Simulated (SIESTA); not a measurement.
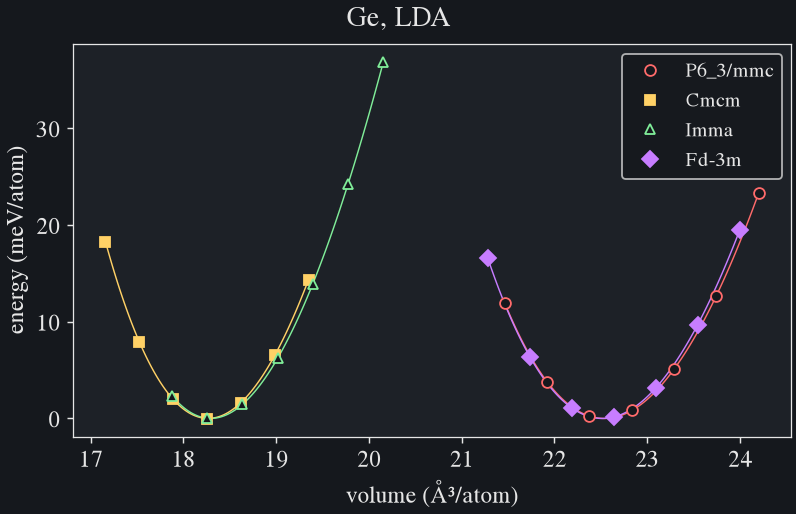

The picture above shows the energy against volume, with one curve for each structure, for Ge. Each energy curve has its own zero, so the curves don't rank the structures.

Computed with SIESTA 5.4.2: DFT in numerical atomic orbitals with pseudopotentials, no spin polarisation; energies at scaled volumes of the given cell, shape and fractions fixed, counted from the fit's minimum, third-order Birch-Murnaghan fit. Level: LDA.

occupations Fermi–Dirac; smearing width 0.05 eV; potentials PseudoDojo 0.4 standard, converted to PSML, two zetas on semicore shells.

Settings that differ: P6_3/mmc: k mesh 8×8×4; Cmcm: k mesh 10×10×6; Imma: k mesh 11×11×11; Fd-3m: k mesh 8×8×8.

The numbers behind the figure:

P6_3/mmc:
```json
{"volume (Å³/atom)": "21.46", "energy (meV/atom)": "11.97"}
{"volume (Å³/atom)": "21.92", "energy (meV/atom)": "3.78"}
{"volume (Å³/atom)": "22.38", "energy (meV/atom)": "0.26"}
{"volume (Å³/atom)": "22.83", "energy (meV/atom)": "0.83"}
{"volume (Å³/atom)": "23.29", "energy (meV/atom)": "5.09"}
{"volume (Å³/atom)": "23.75", "energy (meV/atom)": "12.71"}
{"volume (Å³/atom)": "24.20", "energy (meV/atom)": "23.36"}
```

Cmcm:
```json
{"volume (Å³/atom)": "17.16", "energy (meV/atom)": "18.30"}
{"volume (Å³/atom)": "17.52", "energy (meV/atom)": "7.96"}
{"volume (Å³/atom)": "17.89", "energy (meV/atom)": "1.98"}
{"volume (Å³/atom)": "18.25", "energy (meV/atom)": "-0.02"}
{"volume (Å³/atom)": "18.62", "energy (meV/atom)": "1.63"}
{"volume (Å³/atom)": "18.98", "energy (meV/atom)": "6.54"}
{"volume (Å³/atom)": "19.35", "energy (meV/atom)": "14.36"}
```

Imma:
```json
{"volume (Å³/atom)": "17.87", "energy (meV/atom)": "2.37"}
{"volume (Å³/atom)": "18.25", "energy (meV/atom)": "0.03"}
{"volume (Å³/atom)": "18.63", "energy (meV/atom)": "1.45"}
{"volume (Å³/atom)": "19.01", "energy (meV/atom)": "6.21"}
{"volume (Å³/atom)": "19.39", "energy (meV/atom)": "13.94"}
{"volume (Å³/atom)": "19.78", "energy (meV/atom)": "24.27"}
{"volume (Å³/atom)": "20.16", "energy (meV/atom)": "36.90"}
```

Fd-3m:
```json
{"volume (Å³/atom)": "21.28", "energy (meV/atom)": "16.59"}
{"volume (Å³/atom)": "21.73", "energy (meV/atom)": "6.38"}
{"volume (Å³/atom)": "22.19", "energy (meV/atom)": "1.11"}
{"volume (Å³/atom)": "22.64", "energy (meV/atom)": "0.17"}
{"volume (Å³/atom)": "23.09", "energy (meV/atom)": "3.14"}
{"volume (Å³/atom)": "23.54", "energy (meV/atom)": "9.70"}
{"volume (Å³/atom)": "24.00", "energy (meV/atom)": "19.48"}
```

Keep in mind: mulliken charges of long orbitals; shape and atomic fractions are frozen while scaling, which makes layered, chain and framework solids too stiff.
